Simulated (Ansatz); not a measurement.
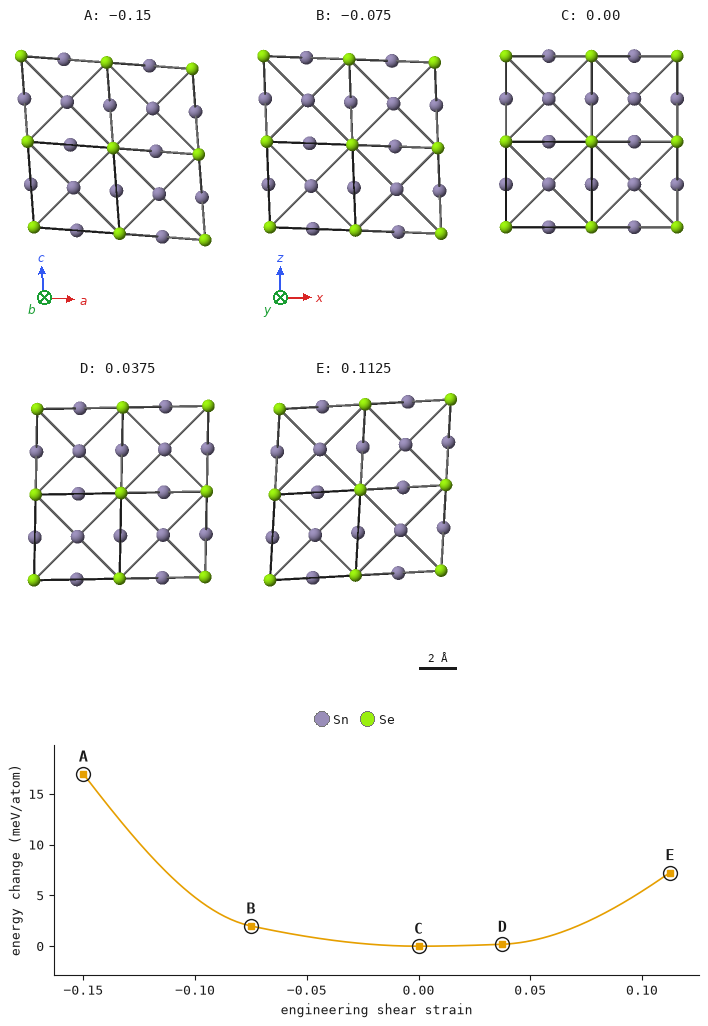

Solid Sn3Se (Pm-3m): the cell is strained in shear in the xz plane, with the atoms kept at their fractional coordinates. x, y and z are the Cartesian axes of the input. The lettered frames are marked on the plot. A ball-and-stick model of the cell of the calculation, repeated 2 × 1 × 2 with one cell outlined, seen along the b axis.

Theory: DFT PBE, scalar-relativistic, plane waves, PAW (Ansatz). Set-up: plane-wave cutoff 420 eV; k-point mesh 10 × 10 × 10; occupations gaussian; smearing width 0.15 eV; no spin polarisation. Energies (free energies at the smearing named) are counted from the relaxed crystal.

### What does the scan show?

Of the computed points the lowest is at the strain 0.00, 0.0 meV/atom. At the ends of the scan the energy is 17.0 meV/atom (−0.15) and 7.3 meV/atom (0.1125). The distortion takes the space group from Pm-3m to Cmmm. At the strain −0.15 the cell of the drawing goes a 4.753 → 4.766 Å, c 4.753 → 4.766 Å, β 90.0° → 98.6°.

The computed points:

```csv
engineering shear strain,energy change (meV/atom)
−0.1500,17.0
−0.0750,2.0
0.0000,0.0
0.0375,0.2
0.1125,7.3
```
